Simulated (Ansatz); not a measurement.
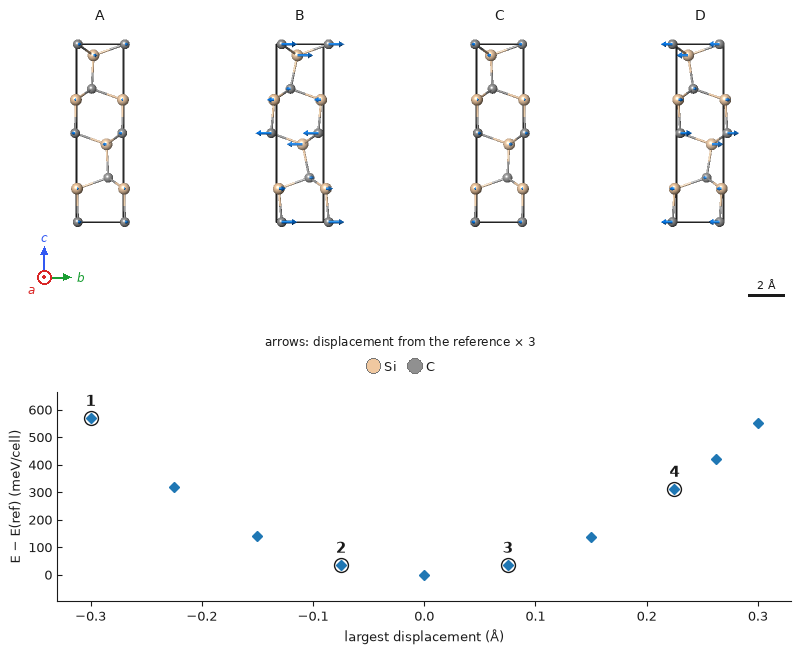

A scan of crystalline SiC (P6_3mc): a normal mode at the zone centre (one arbitrary combination within a set of 2 degenerate modes) is frozen in with the cell fixed, the amplitude being the largest displacement of an atom. The frames are shuffled; the numbered points of the plot belong to them. A ball-and-stick model of the cell of the calculation, repeated 1 × 1 × 1 with one cell outlined, seen along the a axis. Blue arrows: displacements from the reference.

All numbers below come from DFT PBE, scalar-relativistic, plane waves, PAW (Ansatz). Settings: plane-wave cutoff 420 eV; k-point mesh 12 × 12 × 4; occupations gaussian; smearing width 0.05 eV; no spin polarisation. Energies (free energies at the smearing named) are counted from the relaxed crystal.

**Match the frames to the points.**

Point 1 is frame B (the amplitude −0.30 Å, 569 meV/cell); 2 is frame A (the amplitude −0.075 Å, 35 meV/cell); 3 is frame C (the amplitude 0.075 Å, 35 meV/cell); 4 is frame D (the amplitude 0.225 Å, 311 meV/cell). The harmonic wavenumber of the mode is 190 cm⁻¹, a stable vibration. The lowest computed point lies at the amplitude 0.00 Å (0 meV/cell). The end points stand at 569 meV/cell (−0.30 Å) and 550 meV/cell (0.30 Å). The well is nearly symmetric. At the highest point the shortest interatomic distance is 1.85 Å, against 1.89 Å in the reference.
